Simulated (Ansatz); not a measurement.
Hf

```
Hf
1.0
     3.61000    0.00000    0.00000
     0.00000    3.61000    0.00000
     0.00000    0.00000    3.61000
Hf
2
Direct
  0.00000 0.00000 0.00000
  0.50000 0.50000 0.50000
```

Space group Im-3m; computed pressure about −5 GPa in this cell.

Level of theory: DFT, PBE, PAW with Ansatz's default frozen-core files, fully relativistic files with spin-orbit coupling in Ansatz.

**What will maps of the valence pseudo-density and electron localisation function show?**

Hf–Hf (3.13 Å): ρ is about 0.18 e/Å³ halfway; the ELF is about 0.20 at the midpoint; no localised pair shows between them.

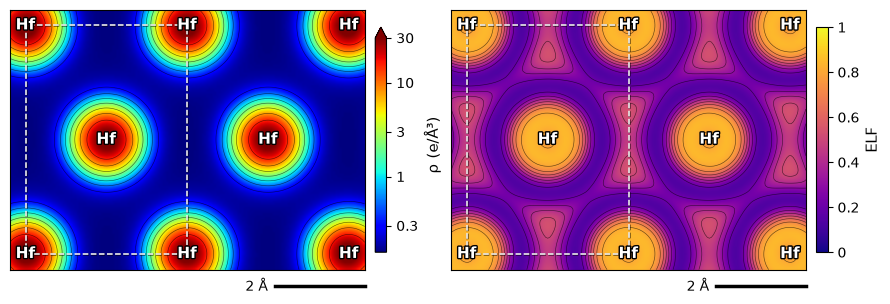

Computed valence pseudo-density and electron localisation function on the (011̄) plane of the conventional cell, in this order. 
